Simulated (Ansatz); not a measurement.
# Sn3O2: what the fields show

```cif
data_structure
_symmetry_space_group_name_H-M 'P 1'
_symmetry_Int_Tables_number 1
_cell_length_a 3.7449
_cell_length_b 3.7449
_cell_length_c 13.3201
_cell_angle_alpha 90.000
_cell_angle_beta 90.000
_cell_angle_gamma 90.000
_cell_volume 186.80
loop_
_atom_site_label
_atom_site_type_symbol
_atom_site_fract_x
_atom_site_fract_y
_atom_site_fract_z
_atom_site_occupancy
Sn1 Sn 0.00000 0.50000 0.26856 1
Sn2 Sn 0.50000 0.00000 0.08907 1
Sn3 Sn 0.50000 0.00000 0.73144 1
Sn4 Sn 0.00000 0.50000 0.91093 1
Sn5 Sn 0.50000 0.00000 0.43397 1
Sn6 Sn 0.00000 0.50000 0.56603 1
O1 O 0.50000 0.50000 0.17754 1
O2 O 0.00000 0.00000 0.17754 1
O3 O 0.50000 0.50000 0.82246 1
O4 O 0.00000 0.00000 0.82246 1
```

Space group P4/nmm; a generated structure, not necessarily the stable one; changed on purpose from its base cell (volume × 0.88, shape and atoms relaxed); computed pressure about 3 GPa in this cell.

These are results of Ansatz 0.2.0, DFT PBE, scalar-relativistic, plane waves, PAW, not measurements.

In a PAW calculation such maps are meaningful between the atoms, not at the nuclei.

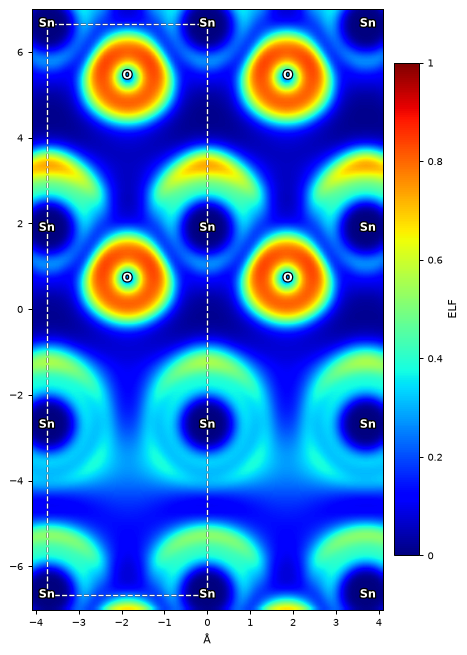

Figure 1. ELF on the (100) plane of the conventional cell.

Question: What does the map show?

Answer: The section cuts through Sn and O sites. Sn–O (2.23 Å): the ELF peaks at about 0.85 in the valence shell of O, 0.6 Å from its nucleus, and is about 0.20 at the midpoint; no localised pair shows between them.

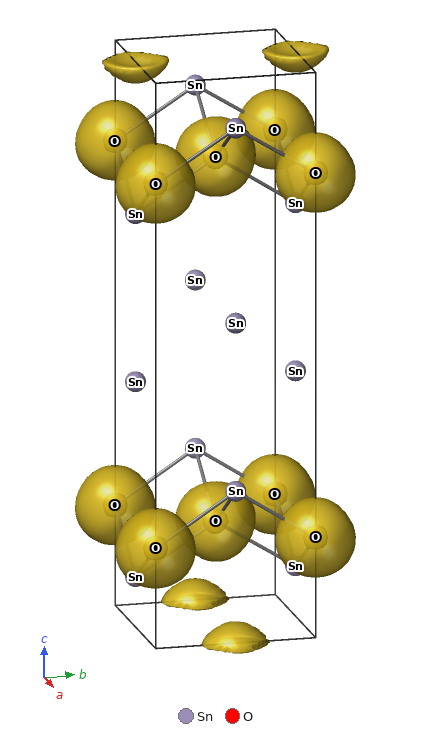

Figure 2. Isosurface of the electron localisation function at 0.6 (yellow), seen slightly off an axis. Core shells and regions of very low density are left out. Sticks mark near contacts.

Question: Where are the electrons localised?

Answer: The ELF exceeds this value in two lobes on Sn, pointing away from the bonds (lone pairs) and four regions wrapped around O (the valence shell of each), counted in one cell of 10 atoms. Regions shared between cells count once. Along the contacts the grid gives the following. Sn–O (2.21 Å): the ELF peaks at about 0.85 in the valence shell of O, 0.6 Å from its nucleus, and is about 0.20 at the midpoint (no localised pair shows between them).

Question: Metal or insulator at this level of theory?

Answer: It is gapless in this calculation (a metal or semimetal).
